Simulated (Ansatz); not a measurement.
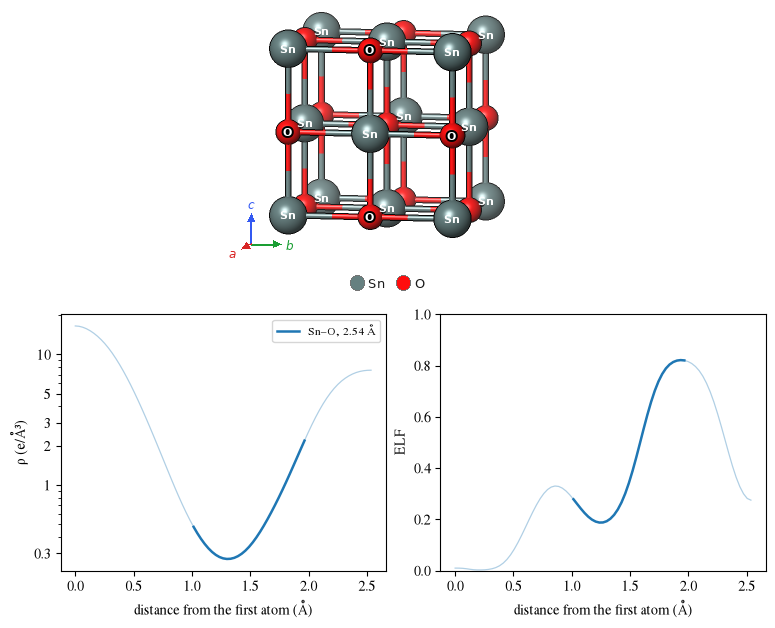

*SnO. Valence pseudo-density and ELF along straight lines between neighbouring atoms. Thin, pale parts lie inside the atomic spheres. The structure is drawn too.*

Space group Fm-3m; started from the rocksalt prototype, which need not be the ambient phase.

Method: DFT, HSE06, plane waves, PAW in Ansatz.

The density is the valence pseudo-density of a PAW calculation; it isn't the true density close to the nuclei.

```
CELL_PARAMETERS angstrom
5.07011 0.00000 0.00000
0.00000 5.07011 0.00000
0.00000 0.00000 5.07011
ATOMIC_POSITIONS crystal
Sn 0.00000 0.00000 0.00000
Sn 0.50000 0.50000 0.00000
Sn 0.50000 0.00000 0.50000
Sn 0.00000 0.50000 0.50000
O 0.50000 0.00000 0.00000
O 0.00000 0.50000 0.00000
O 0.00000 0.00000 0.50000
O 0.50000 0.50000 0.50000
```

> What can be read from the curves?

Sn–O (2.54 Å): ρ is about 0.27 e/Å³ halfway; the ELF is about 0.20 at the midpoint: no shared electron pair shows on this line.
